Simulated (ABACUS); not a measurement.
## A series of single points on Ho

System: Ho (Fm-3m, 1 atom in the cell).
Method: Kohn-Sham DFT of a periodic cell, PBE, PseudoDojo NC SR 0.4.1 PBE standard, lanthanides 3+ (f in core), spin-polarised (ABACUS 3.10.1).

The 7 runs differ only in the geometry, by an even scaling of the cell at fixed fractional positions. The structure derives from a Materials Project entry.

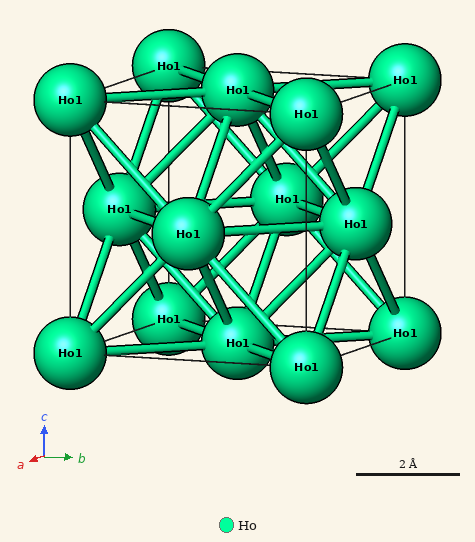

Figure 1. The structure of run 4 (ball-and-stick view of the cell 4 times as large as that of the calculation, set on its symmetry axes, seen slightly off an axis; atoms are numbered from 1 in the order of the input).

**Input of run 4**
```
INPUT_PARAMETERS
suffix              Ho
calculation         scf
basis_type          lcao
pseudo_dir          ./
orbital_dir         ./
symmetry            1
dft_functional      pbe
ecutwfc             100
pseudo_rcut         10
nspin               2
nbands              10
ks_solver           genelpa
smearing_method     fd
smearing_sigma      0.00367493
scf_thr             1e-07
scf_nmax            100
mixing_type         broyden
mixing_beta         0.4
cal_force           1
cal_stress          1
out_mul             1
out_chg             1
out_pot             2
out_elf             1
```

**File STRU of run 4**
```
ATOMIC_SPECIES
Ho 164.9303 Ho.upf

NUMERICAL_ORBITAL
Ho_confined-atom_8au_3s2p2d1f.orb

LATTICE_CONSTANT
1.8897261246

LATTICE_VECTORS
0.0000000000 2.4942453452 2.4942453452
2.4942453452 0.0000000000 2.4942453452
2.4942453452 2.4942453452 0.0000000000

ATOMIC_POSITIONS
Direct

Ho
0.0
1
0.0000000000 0.0000000000 0.0000000000 1 1 1 mag 0
```

**File KPT of run 4**
```
K_POINTS
0
Gamma
9 9 9 0 0 0
```

Command:
```bash
OMP_NUM_THREADS=1 mpirun -np 4 abacus > log
```

Run 5 differs from it as follows:
```diff
-out_chg             1
-out_pot             2
-out_elf             1
-0.0000000000 2.4942453452 2.4942453452
-2.4942453452 0.0000000000 2.4942453452
-2.4942453452 2.4942453452 0.0000000000
+0.0000000000 2.5107640077 2.5107640077
+2.5107640077 0.0000000000 2.5107640077
+2.5107640077 2.5107640077 0.0000000000
```

**Results, with one run withheld**

```tsv
run	volume per atom (Å³)	free energy per atom, from the lowest run given (meV)	pressure (GPa)
1	29.173	8.18	2.08
2	29.793	2.17	1.04
3	30.414	0.00	0.09
4	31.035	1.34	−0.77
5	31.655	?	?
6	32.276	13.28	−2.27
7	32.897	23.39	−2.93
```

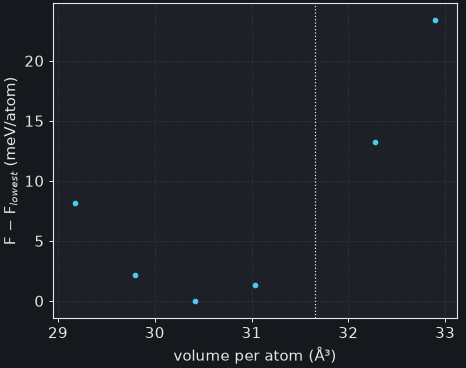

Figure 2. Free energy per atom of the runs given; the dotted line marks run 5.

Estimate the energy of run 5 from the others.

A cubic polynomial in V^(−2/3) (the Birch–Murnaghan form), fitted to the 6 runs given, misses them by at most 0.01 meV per atom. With x = V^(−2/3) − 0.10159 Å⁻², it reads F = 0.70073 − 1607 x + 9.0031e+05 x² − 2.0943e+06 x³ (meV per atom). At run 5 it gives 5.85 meV per atom, and the run itself gives 5.84. The slope of the fit gives a pressure −dF/dV of −1.55 GPa there, and the run prints −1.55 GPa. The fit has its minimum at 30.480 Å³ per atom, where V d²F/dV² gives 43.9 GPa: the bulk modulus at this level, since symmetry fixes the shape and the positions.

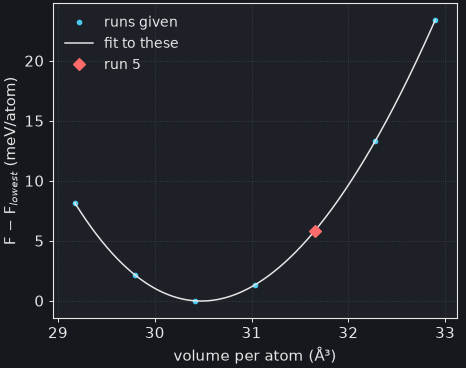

Figure 3. The fit and the withheld run.

**Some lines of the output (run 5)**
```
[...]
 E_Fermi        0.7427555342         10.1057074856
 E_Fermi        0.7427758728         10.1059842069
 E_Fermi        0.7428247891         10.1066497473
 E_Fermi        0.7428308091         10.1067316536
 E_Fermi        0.7428304761         10.1067271231
 E_Fermi        0.7428306145         10.1067290061
 E_Fermi        0.7428306979         10.1067301413
 E_Fermi        0.7428305665         10.1067283536
 E_KS(sigma->0) -88.3005146483       -1201.3901355491
 E_Fermi        0.7428305684         10.1067283792
 final etot is -1201.3968877 eV
 EFERMI = 10.106728379 eV
 TOTAL-PRESSURE: -15.539268 KBAR
 !FINAL_ETOT_IS -1201.3968876630294744 eV
```

Notes: Points of doubt noted for this run: f electrons in core; home made orbitals.
